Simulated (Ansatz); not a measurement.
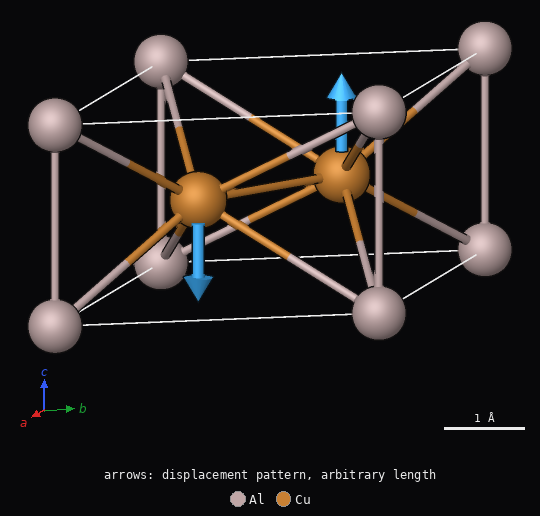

One vibrational mode of solid AlCu2 (a generated structure) at the zone centre. Displacements are drawn as blue arrows; their common scale and sign are arbitrary. A ball-and-stick model of the cell of the calculation, seen slightly off an axis.

Level of theory: Ansatz, DFT PBE, scalar-relativistic, plane waves, PAW.

The input:
```yaml
crystal:
  lattice:
    - [4.1699346085, -2.89e-08, 0.0]
    - [-2.0849672793, 3.6112693175, 0.0]
    - [0.0, 0.0, 2.5938203115]
  atoms:
    - { symbol: Al, position: [0.0, 0.0, 0.0] }
    - { symbol: Cu, position: [0.3333333333, 0.6666666667, 0.5] }
    - { symbol: Cu, position: [0.6666666667, 0.3333333333, 0.5] }
basis:
  ecutwfc: 420
kpoints:
  mp_grid: { grid: [12, 12, 20] }
hamiltonian:
  xc: pbe
scf:
  occupations: { method: fermi_dirac, width: 0.15 }
output:
  eigenvalues: true
phonons:
  method: dfpt
  eigenvectors: true
```

Launched with:
```bash
ansatz run input.yaml --threads 1 --pin off --max-ram 3072MiB --backend cpu --events-out ev --progress --plain --runs-dir out
```

The frequencies depend somewhat on the k-mesh and the smearing.

> Describe the mode and give its frequency.

This is the B₁g mode at 7.0i meV, the lowest optical level, silent by symmetry (neither infrared- nor Raman-active). The Al atoms stay at rest; all motion is along c; atoms of one kind move against one another, with no net shift of their sublattice. The frequency is imaginary, so the structure is unstable against this distortion. Freezing in the drawn pattern lowers the space group from P6/mmm to P-3m1 (No. 164).
